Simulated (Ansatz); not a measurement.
**WS₂: density, localisation and related maps**

Input

```
crystal:
  lattice:
    - [3.1598870963, 0.0, 0.0]
    - [0.0, 5.473084997, 0.0]
    - [0.0, 0.0, 16.939849142]
  atoms:
    - { symbol: W, position: [-0.0061711066, 0.3333333333, -0.0043093654] }
    - { symbol: W, position: [0.5061711066, 0.8333333333, 0.0043093654] }
    - { symbol: S, position: [0.4942715091, 0.1576979409, 0.9051184131] }
    - { symbol: S, position: [0.0057284909, 0.6756353925, 0.9088114301] }
    - { symbol: S, position: [0.4942715091, 0.1756353925, 0.0911885699] }
    - { symbol: S, position: [0.0057284909, 0.6576979409, 0.0948815869] }
basis:
  ecutwfc: 420
kpoints:
  mp_grid: { grid: [8, 6, 2] }
hamiltonian:
  xc: pbe
  pseudopotentials: { kind: paw, azcp: { folder: soft_1 } }
  dispersion: d3bj
scf:
  occupations: { method: gaussian, width: 0.05 }
output:
  forces: true
  stress: true
  eigenvalues: true
  write_density: true
  write_potential: true
  elf: true
  volumetric_format: npy
```

Run with:

```sh
ansatz run input.yaml --threads 2 --pin off --max-ram 4096MiB --backend cpu --events-out ev --progress --plain --runs-dir out
```

Below, planes, directions and counts refer to the conventional cell (a = 3.16 Å, b = 5.47 Å, c = 16.94 Å, α = 90.00°, β = 90.00°, γ = 90.00°).

Space group P2₁; a point of a scan over the structure, not its minimum; a structure from a database of computed crystals, not necessarily the ambient phase; not relaxed (largest force 1.0 eV/Å); PAW files of the earlier set (soft_1).

Method: Ansatz 0.2.0, DFT PBE+D3(BJ), scalar-relativistic, plane waves, PAW.

The density is the valence pseudo-density of a PAW calculation; it isn't the true density close to the nuclei.

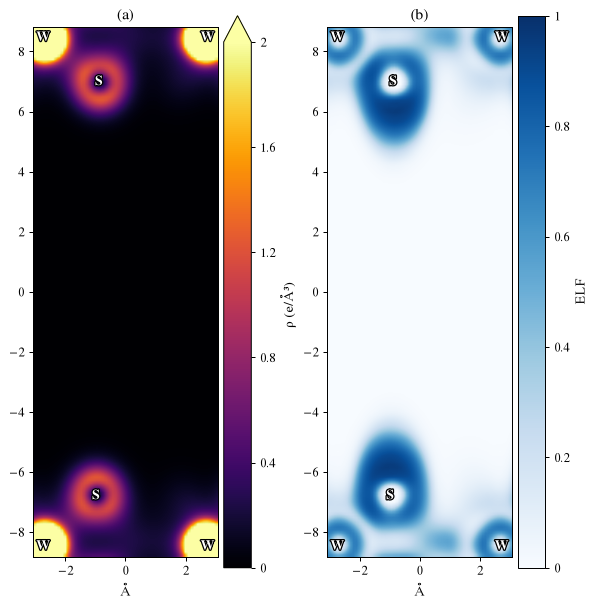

Figure 1. (a) valence electron density; (b) electron localisation function on the (100) plane of the conventional cell.

> What does the map show?

The section cuts through W and S sites. W–S (2.38 Å): ρ is about 0.66 e/Å³ halfway; the ELF peaks at about 0.85 in the valence shell of S, 0.8 Å from its nucleus, and is about 0.50 at the midpoint. W–S (2.44 Å): ρ at the midpoint is about 0.59 e/Å³; the ELF peaks at about 0.85 in the valence shell of S, 0.8 Å from its nucleus, and is about 0.50 at the midpoint. The density dies away to nearly zero in the voids. The features right at W lie inside the PAW spheres, where the map follows smoothed inner orbitals and isn't to be read closely.

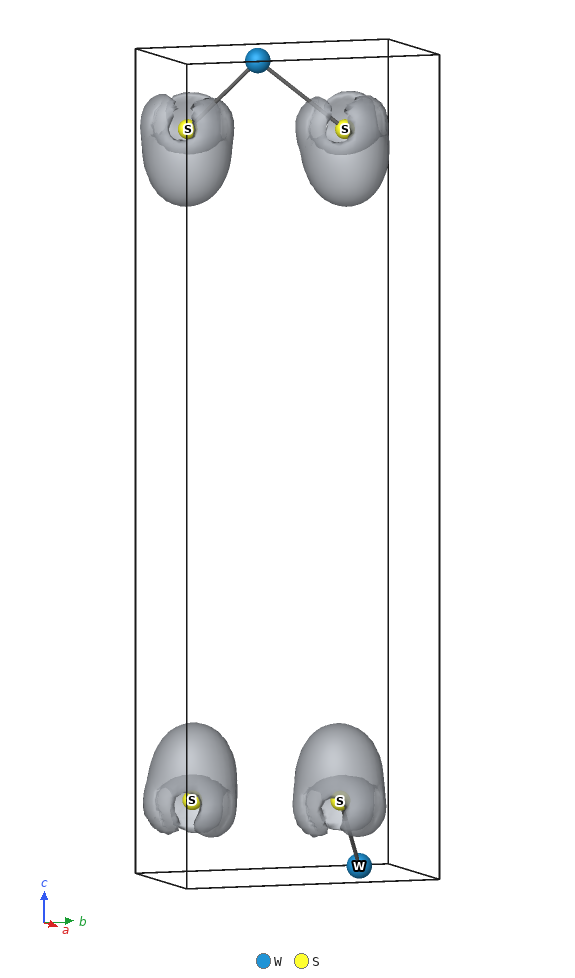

Figure 2. Isosurface of the electron localisation function at 0.8 (grey), seen slightly off an axis. Only the valence region is drawn (cores and ρ < 0.01 e/Å³ removed). Sticks mark near contacts.

> Describe the localisation domains.

The ELF exceeds this value in four regions wrapped around S (the valence shell of each), counted in one cell of 6 atoms. Regions shared between cells count once.

> Does the calculation give a band gap?

It is gapped, with a Kohn–Sham gap of 2.0 eV on the k-point mesh, an upper bound to the gap of this method.
